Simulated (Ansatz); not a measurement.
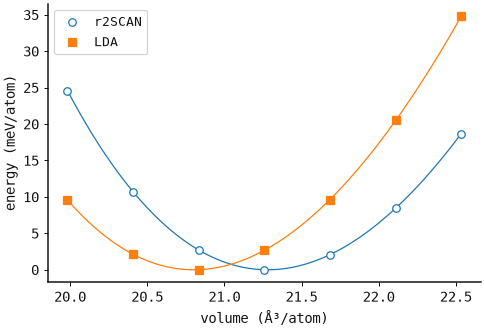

Plotted: energy against volume, with one curve for each functional, for Si (space group I4/mmm).

Calculation (Ansatz 0.2.0): plane-wave DFT, no spin polarisation; energies at scaled volumes of the given cell, shape and fractions fixed, counted from the fit's minimum, third-order Birch-Murnaghan fit. All runs: no spin polarisation.

- k mesh: 8×8×8
- occupations: Fermi–Dirac
- smearing width: 0.05 eV
- potentials: Ansatz PAW

Settings that differ: r2SCAN: density cutoff 2000 eV, wave cutoff 500 eV; LDA: density cutoff 1680 eV, wave cutoff 420 eV.

### Order the curves by fitted equilibrium volume, smallest first.

LDA 20.802, r2SCAN 21.280 Å³/atom.

Note: shape and atomic fractions are frozen while scaling, which makes layered, chain and framework solids too stiff.
